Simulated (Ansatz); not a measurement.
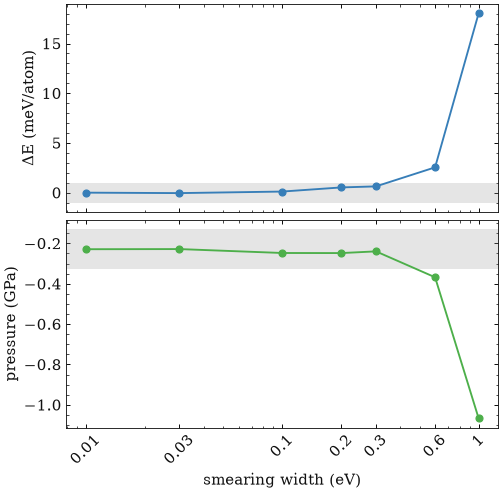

Scan of the smearing width.
Ru (P6_3/mmc, 2 atoms in the cell); DFT, LDA (PW92), plane waves (420 eV) with PAW, scalar-relativistic in Ansatz; 13×13×8 k-mesh, Methfessel–Paxton smearing.
ΔE is the free energy less its value at the smallest setting, 0.01 eV.
Dashed lines or grey bands mark the tolerance: 1 meV/atom and 0.1 GPa.

Q: What is enough for the free energy to 1 meV/atom?

A: The free energy is within 1 meV/atom of the smallest setting's value from 0.3 eV down. It is off by +18 meV/atom at 1 eV and +2.5 meV/atom at 0.6 eV.

Q: How does the pressure behave (tolerance 0.1 GPa)?

A: The pressure is within 0.1 GPa of the smallest setting's value from 0.3 eV down. It is −1.07 GPa at 1 eV, −0.37 GPa at 0.6 eV and −0.23 GPa at 0.01 eV.
